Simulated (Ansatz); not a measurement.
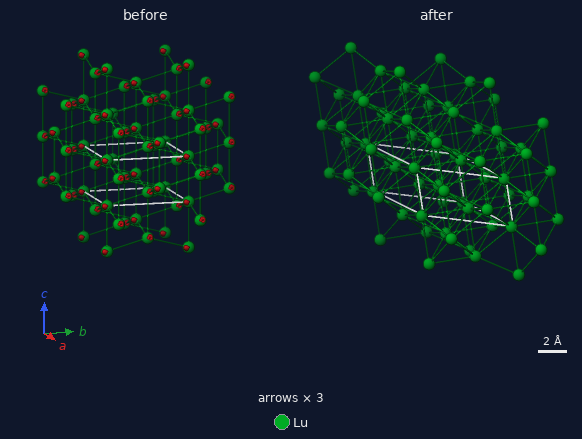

The structure of a crystal of Lu (a generated structure, set up in I4_1/amd) before (left) and after (right) a relaxation, at one scale. The red arrows give the displacements (the part carried along by the change of the cell is left out), magnified 3 times.

A ball-and-stick model of the conventional cell (2 times the calculation's cell), repeated 1 × 1 × 2 with one cell outlined, seen slightly off an axis. Lengths and directions refer to the drawn axes.

Phase: beta-Sn type.

Method: DFT, r2SCAN, plane waves (500 eV) with PAW, scalar-relativistic (Ansatz).

Input
```yaml
crystal:
  lattice:
    - [-3.0496157939, 3.0496157939, 1.6650902234]
    - [3.0496157939, -3.0496157939, 1.6650902234]
    - [3.0496157939, 3.0496157939, -1.6650902234]
  atoms:
    - { symbol: Lu, position: [0.0, 0.0, 0.0] }
    - { symbol: Lu, position: [0.75, 0.25, 0.5] }
hamiltonian:
  xc: r2scan
  pseudopotentials:
    kind: paw
    azcp:
      Lu: "pseudopotentials/Lu.paw.azcp"
basis:
  ecutwfc: 500
  fft_grid_basis: typed
kpoints:
  mp_grid: { grid: [11, 11, 7], shift: [0, 0, 0] }
magnetization:
  spin_polarized: false
scf:
  occupations: { method: fermi_dirac, width: 0.1 }
relax:
  max_steps: 60
  f_tol: 0.01
  cell: {}
output:
  write_density: true
  write_potential: true
  elf: true
  volumetric_format: npy
```

Command:
```bash
ansatz run input.yaml --threads 1 --pin off --max-ram 3584MiB --backend cpu --events-out ev --progress --plain --runs-dir out
```

> Summarise the run.

The run was cut off at its time limit before the program reported convergence, but its last step already meets the force threshold: the largest component is under 0.0001 eV/Å against 0.01 eV/Å. The pressure is within 0.01 GPa of its target. The largest moves relative to the cell, 0.25 Å, are those of Lu1 and Lu2. Lu1 goes along [1 −1 0]. Cell: a = b 6.099 → 6.498 Å (+6.5 %), c 3.330 → 3.504 Å (+5.2 %), α 90.0° → 105.6°, β 90.0° → 105.6°, γ 90.0° → 55.7°. Volume −6.1 %. Among the contacts that change: Lu1–Lu1 4.623 → 3.504 Å, Lu1–Lu2 3.942 → 3.403 Å, Lu1–Lu2 (another image) 3.161 → 3.403 Å, Lu1–Lu1 (another image) 3.330 → 3.504 Å. New bonds form: Lu1–Lu1 (4.62 → 3.50 Å), Lu2–Lu2 (4.62 → 3.50 Å). Bond angles that change, for instance: Lu2–Lu1–Lu2 94.0° → 145.4°, Lu2–Lu1–Lu2 94.0° → 62.0°, Lu1–Lu1–Lu2 105.3° → 121.0°. The space group (tolerance 0.01 Å) goes from I4_1/amd (No. 141) to P6_3/mmc (No. 194). After 18 accepted moves (20 points after the start) the energy has fallen by 1.015 eV per cell of the calculation. Largest force component: 0.00086 eV/Å at the start, under 0.0001 eV/Å at the end. The pressure goes from −1.82 to 0.00 GPa. The SCF was repeated twice at an unchanged geometry on a basis and grid sized afresh for the cell, which shifted the energy by 32.3 meV per cell of the calculation at most. Cost: 30 min on 1 thread of Intel(R) Xeon(R) Platinum 8259CL CPU @ 2.50GHz (Skylake/Cascade Lake), on a shared host, peak memory 1.1 GiB.
